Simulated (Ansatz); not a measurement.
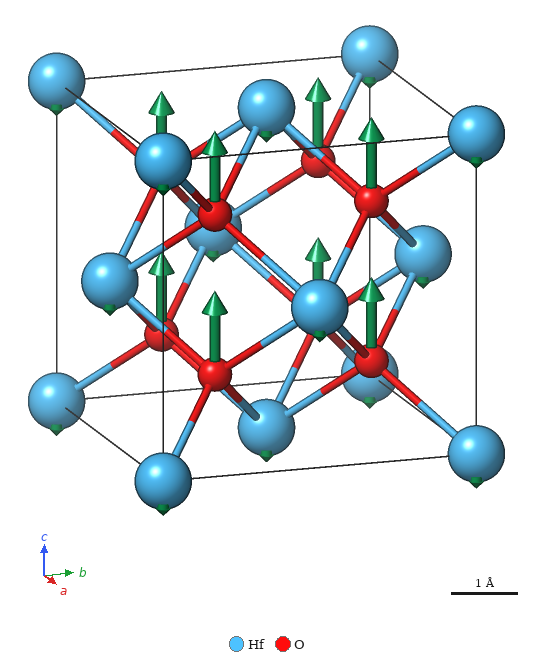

The lowest optical mode of crystalline HfO$_{2}$ relaxed at −1 GPa, space group Fm-3m (No. 225), at the zone centre. The green arrows give the relative displacements of the atoms. A ball-and-stick model of the conventional cell (4 times the calculation's cell), seen slightly off an axis. Lengths and directions refer to the drawn axes.

All numbers below come from Ansatz 0.2.0, DFT PBEsol, scalar-relativistic, plane waves, PAW. Settings: plane-wave cutoff 420 eV; k-point mesh 8 × 8 × 8; occupations fixed; target pressure -1 GPa; no spin polarisation.

Frequencies are those without the non-analytic (LO–TO) term.

Is this crystal at a minimum with respect to the drawn distortion?

Answer. Yes: this softest mode has a real frequency, and so have all others here. That speaks for this wave vector alone: the rest of the zone wasn't checked in this run. This is the T₁u mode (triply degenerate; one member of the set is drawn) at 6.96 THz, the lowest optical level, infrared-active by symmetry. The O sublattice moves against the Hf sublattice, along c; the kinetic energy is shared as O 85 %, Hf 15 %. Its infrared intensity is 79 (D/Å)²/amu for the set. The value is the transverse one; the longitudinal partner lies at 614 cm⁻¹.
